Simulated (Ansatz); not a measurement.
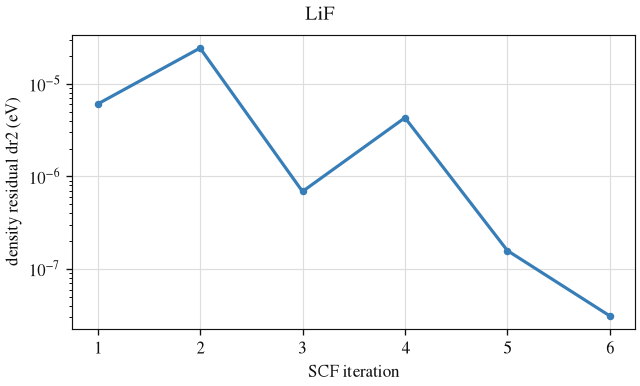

The plot shows the SCF iterations of a calculation: density residual dr2. The starting density is a sum of atomic densities corrected by a trained network, so the first residual is already small.

LiF (2 atoms in the cell), run with Ansatz.

```
crystal:
  lattice:
    - [0.0, 2.014, 2.014]
    - [2.014, 0.0, 2.014]
    - [2.014, 2.014, 0.0]
  atoms:
    - { symbol: Li, position: [0.0, 0.0, 0.0] }
    - { symbol: F, position: [0.4844836147, 0.4844836147, 0.5155163853] }
basis:
  ecutwfc: 420
  xc_grid: 2
kpoints:
  mp_grid: { grid: [10, 10, 10] }
hamiltonian:
  xc: pbe
scf:
  occupations: { method: tetrahedron }
output:
  forces: true
  eigenvalues: true
  stress: true
```

Run as:
```bash
ansatz run input.yaml --threads 1 --pin off --max-ram 1228MiB --backend cpu --events-out ev --progress --plain --runs-dir out
```

### How did this run end?

It converged, after 6 iterations. The residual falls unevenly and jumps up by a factor of two or more twice on the way down.

### What is the residual at the start and at the end?

It starts near 6 × 10⁻⁶ and ends near 3 × 10⁻⁸ eV.
